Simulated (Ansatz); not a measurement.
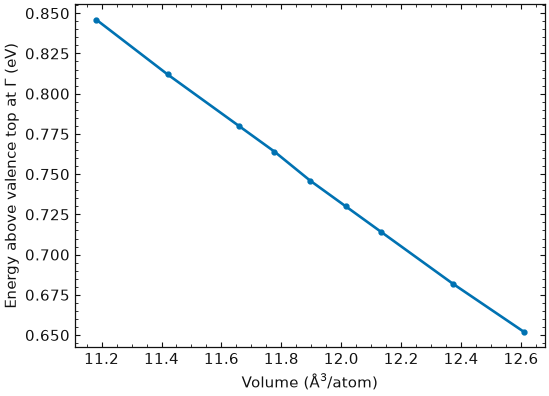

Lowest conduction level at Γ, counted from the valence-band top at Γ.

System: wurtzite ZnO, space group P6_3mc, 4 atoms in the cell. The cell is scaled at fixed shape and fractional positions. At 11.90 Å³/atom, a = 3.249 Å, c = 5.204 Å (hexagonal axes). Method: LDA, all-electron LAPW, no spin polarisation, no spin-orbit coupling, 11×11×6 k mesh, Fermi-Dirac smearing of 0.02 eV (Ansatz 0.2.0).

Q: How does this level move from 11.18 Å³/atom to 12.61 Å³/atom?

A: Γ falls by 0.20 eV.

Q: What is the deformation potential dE/d ln V?

A: A straight line against ln V has a slope of −1.6 eV at Γ.

The values:
| volume | Γ (eV) | pressure (GPa) |
| --- | --- | --- |
| 11.18 Å³/atom | 0.85 | 2.2 |
| 11.42 Å³/atom | 0.81 | −1.2 |
| 11.66 Å³/atom | 0.78 | −4.3 |
| 11.78 Å³/atom | 0.76 | −5.7 |
| 11.90 Å³/atom | 0.75 | −7.0 |
| 12.01 Å³/atom | 0.73 | −8.3 |
| 12.13 Å³/atom | 0.71 | −9.5 |
| 12.37 Å³/atom | 0.68 | −11.7 |
| 12.61 Å³/atom | 0.65 | −13.6 |

LDA, GGA and most meta-GGA functionals understate gaps.
